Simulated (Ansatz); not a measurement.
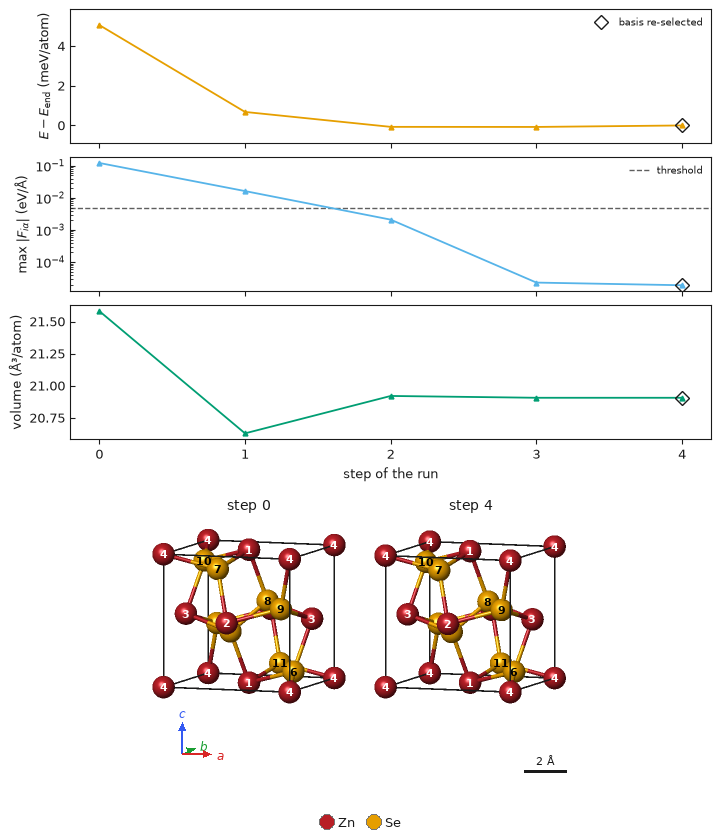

First and last geometry of a relaxation of a crystal of ZnSe$_{2}$ (set up in Pa-3), with the history of the run. A ball-and-stick model of the cell of the calculation, seen slightly off an axis.

All numbers below come from DFT r2SCAN, scalar-relativistic, plane waves, PAW (Ansatz). Set-up: plane-wave cutoff 500 eV; k-point mesh 4 × 4 × 4; occupations gaussian; smearing width 0.02 eV; no spin polarisation; cell and atoms relaxed; force threshold 0.005 eV/Å; at most 80 steps.

**What do the curves and the structures tell?**

It converged. The energy falls by 5.1 meV per atom in 3 accepted moves (4 points after the start). Largest force component: 0.12 eV/Å at the start, under 0.0001 eV/Å at the end. Pressure: −2.25 GPa at the start and −0.01 GPa at the end. The SCF was repeated once at an unchanged geometry on a basis and grid sized afresh for the cell, which shifted the energy by 0.1 meV per atom at most. No atom moves by more than 0.005 Å relative to the cell. The drawn cell changes as follows: a = b = c 6.374 → 6.307 Å (−1.1 %); the volume changes by −3.1 %. Near-neighbour distances that change, for instance: Se–Se 2.396 → 2.366 Å, Se–Zn 2.680 → 2.653 Å. The space group stays Pa-3 (No. 205). The run took 51 s on 2 threads of Oxide Virtual Turin-like Processor (Zen 5), with other jobs on the host, peak memory 1.3 GiB.

```
step  E − E(0), meV/atom  largest force component, eV/Å  pressure, GPa  volume, Å³/atom                      note
   0                0.00                         0.1228          -2.25           21.581                          
   1               -4.38                         0.0164           0.88           20.629                          
   2               -5.13                         0.0021          -0.05           20.921                          
   3               -5.14                         0.0000           0.00           20.907                          
   4               -5.06                         0.0000          -0.01           20.907  same geometry, new basis
```
